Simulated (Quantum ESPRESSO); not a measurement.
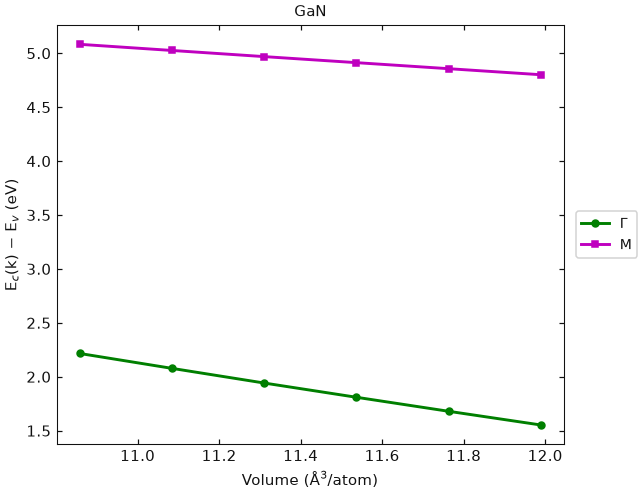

Lowest conduction level at each named k point, counted from the valence-band top at Γ.

System: wurtzite GaN, space group P6_3mc (No. 186), 4 atoms in the cell. The cell is scaled at fixed shape and fractional positions. At 11.54 Å³/atom, a = 3.201 Å, c = 5.200 Å (hexagonal axes). Level of theory: PBEsol, PseudoDojo 0.4 SR PBEsol stringent, no spin polarisation, no spin-orbit coupling, 10×10×5 k mesh, 1551 eV cutoff, Fermi-Dirac smearing of 0.05 eV; code Quantum ESPRESSO 7.5.

> How does each level move from 10.86 Å³/atom to 11.99 Å³/atom?

Γ falls by 0.67 eV and M falls by 0.28 eV.

> What are the deformation potentials dE/d ln V?

Straight lines against ln V have slopes of −6.7 eV at Γ and −2.8 eV at M.

> Which of these conduction levels is lowest, and does that change?

The lowest is the one at Γ, over the whole range, so among these points the gap stays direct.

The values:
```csv
volume,Γ (eV),M (eV),pressure (GPa)
10.86 Å³/atom,2.22,5.08,9.5
11.08 Å³/atom,2.08,5.03,4.9
11.31 Å³/atom,1.94,4.97,0.8
11.54 Å³/atom,1.81,4.91,−2.8
11.76 Å³/atom,1.68,4.86,−6.1
11.99 Å³/atom,1.55,4.80,−9.1
```

LDA, GGA and most meta-GGA functionals understate gaps.
